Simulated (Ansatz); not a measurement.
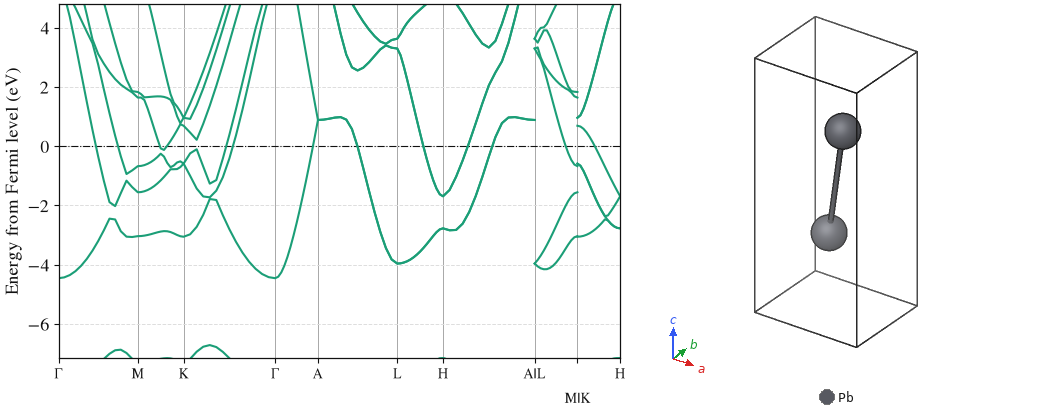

Band structure, beside the structure. Energies are counted from the Fermi level.

Input of the run:

```yaml
crystal:
  lattice:
    - [3.48, 0.0, 0.0]
    - [-1.74, 3.0137684052, 0.0]
    - [0.0, 0.0, 5.59]
  atoms:
    - { symbol: Pb, position: [0.6666666667, 0.3333333333, 0.75] }
    - { symbol: Pb, position: [0.3333333333, 0.6666666667, 0.25] }
hamiltonian:
  xc: pbe
  pseudopotentials: { kind: paw }
kpoints:
  mp_grid: { grid: [7, 7, 4] }
  band_path:
    path:
      - [[0.0, 0.0, 0.0], [0.5, 0.0, 0.0], [0.3333333333, 0.3333333333, 0.0], [0.0, 0.0, 0.0], [0.0, 0.0, 0.5], [0.5, 0.0, 0.5], [0.3333333333, 0.3333333333, 0.5], [0.0, 0.0, 0.5]]
      - [[0.5, 0.0, 0.5], [0.5, 0.0, 0.0]]
      - [[0.3333333333, 0.3333333333, 0.0], [0.3333333333, 0.3333333333, 0.5]]
    npoints: 14
scf:
  occupations: { method: fermi_dirac, width: 0.05 }
  n_extra_bands: 6
output:
  forces: true
  stress: true
  eigenvalues: true
  fatbands: false
```

System: hcp Pb, space group P6_3/mmc (No. 194), 2 atoms in the cell.

Ansatz 0.2.0; PBE, Ansatz PAW, no spin polarisation, no spin-orbit coupling, 7×7×4 k mesh, 420 eV cutoff, Fermi-Dirac smearing of 0.05 eV.

Does this material conduct, going by its bands?

A metal: bands cross the Fermi level along this path.

Spin-orbit coupling is left out, which matters for Pb. The k mesh is thin for a metal, so its Fermi level is uncertain. The cell is at 4 GPa in this functional. This isn't the form of Pb at room conditions, which is fcc. Bands are joined in order of energy, so crossings between the computed points show as kinks or gaps.
